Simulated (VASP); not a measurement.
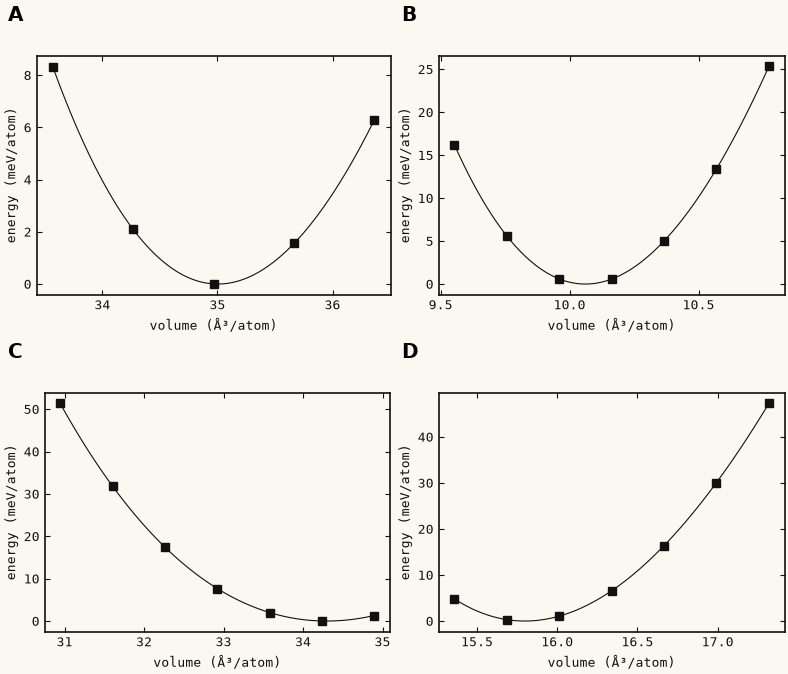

Each panel shows the energy against volume for one of these solids: CdTe, F-43m (No. 216); CuO, Cc (No. 9); Sn, Fd-3m (No. 227); TiAl, P4/mmm (No. 123).

How it was computed, with VASP 6.6.1: plane-wave DFT, no spin polarisation; energies at scaled volumes of the given cell, shape and fractions fixed, counted from the fit's minimum, third-order Birch-Murnaghan fit. Level: PBEsol.

Q: Match the panels to the solids.

A: A is Sn (energy from 0.00 meV/atom to 8.33 meV/atom, V0 35 Å³/atom, B0 41.4 GPa); B is CuO (energy from 0.58 meV/atom to 25.33 meV/atom, V0 10.06 Å³/atom, B0 184 GPa); C is CdTe (energy from 0.01 meV/atom to 51.35 meV/atom, V0 34.3 Å³/atom, B0 41.2 GPa); D is TiAl (energy from 0.31 meV/atom to 47.26 meV/atom, V0 15.8 Å³/atom, B0 120 GPa).

For CuO, limits of the calculation: shape and atomic fractions are frozen while scaling, which makes layered, chain and framework solids too stiff.

For TiAl, limits of the calculation: shape and atomic fractions are frozen while scaling, which makes layered, chain and framework solids too stiff.
